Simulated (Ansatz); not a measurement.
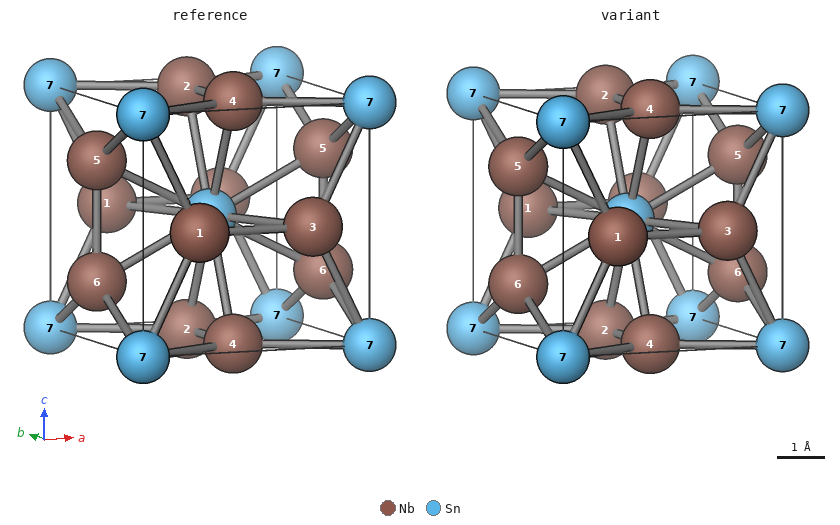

Left: a crystal of Nb3Sn (set up in Pm-3n). Right: the same structure after one change, at the same scale. Style: ball-and-stick. Shown: the cell of the calculation, slightly off an axis.

These are results of DFT PBEsol, scalar-relativistic, plane waves, PAW in Ansatz 0.2.0, not measurements. (plane-wave cutoff 420 eV; k-point mesh 8 × 8 × 8; occupations gaussian; smearing width 0.1 eV; no spin polarisation)

What distinguishes the right structure from the left one?

Answer. All lengths are scaled by −3.1 % (volume −9.0 %), the atoms keeping their fractional coordinates. No relaxation follows.

And its effect?

Answer. Near-neighbour distances before and after: Nb–Sn 2.940 → 2.849 Å, Nb–Nb 2.629 → 2.548 Å. The space group stays Pm-3n (No. 223). Energy change: +94.7 meV per atom. Pressure: 0.0 GPa before, 20.2 GPa after. All forces vanish by symmetry.
